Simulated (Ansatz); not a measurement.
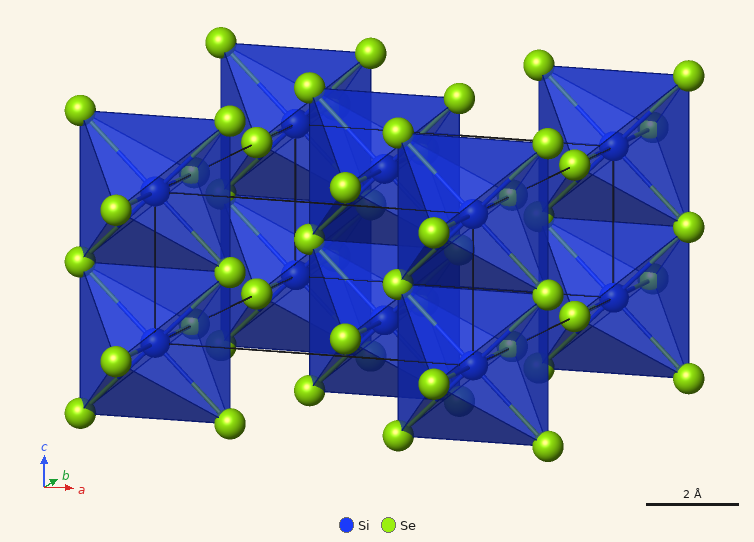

The figure gives a polyhedral picture of the atoms, viewed slightly off an axis. The lines enclose the conventional unit cell; boundary atoms appear with their images. A few atoms beyond the faces are included. Cell: a = 7.48 Å, b = 8.63 Å, c = 3.38 Å, α = 90.00°, β = 90.00°, γ = 90.00°.

It goes back to a structure type filled with these elements by a generator (whether the compound takes this form wasn't checked). Earlier steps of the study, as a rule a relaxation of our own, may have changed the cell and positions, so they can lie some per cent off the listed ones. Ansatz was used for an electronic-structure calculation on it.

Describe the crystal.

Chemical formula SiSe4. It belongs to space group Cmmm (No. 65) and has a base-centred orthorhombic lattice. Content of the cell: 2 Si, 8 Se (Z = 2). The polyhedra are SiSe6 octahedra; they share edges. Each Si has six Se in an octahedral arrangement at about 2.4 Å. Se takes two kinds of site: 4h with two Si in a bent arrangement at about 2.4 Å; 4i with one Si at about 2.4 Å. The bonds build SiSe4 chains along [001].

The numbers come from DFT PBE, scalar-relativistic, plane waves, PAW in Ansatz, using a kinetic-energy cutoff of 420 eV, k-points about 0.15 Å⁻¹ apart, Gaussian smearing of 0.1 eV, no spin polarisation.

Predict the gap.

A metal: bands cross the Fermi level.

How charged are the atoms, by the Bader scheme?

Si +1.65 e; Se -0.49 to -0.33 e.

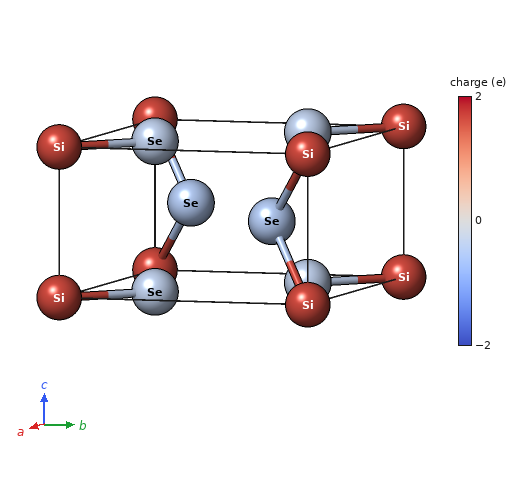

The atoms coloured by those charges. The run's cell of 5 atoms is drawn, so axes and origin can differ from the first picture.

Does this geometry sit at a stationary point of the energy?

Yes. All forces vanish to within 0.01 eV/Å. The pressure is 0.0 GPa, close to zero.
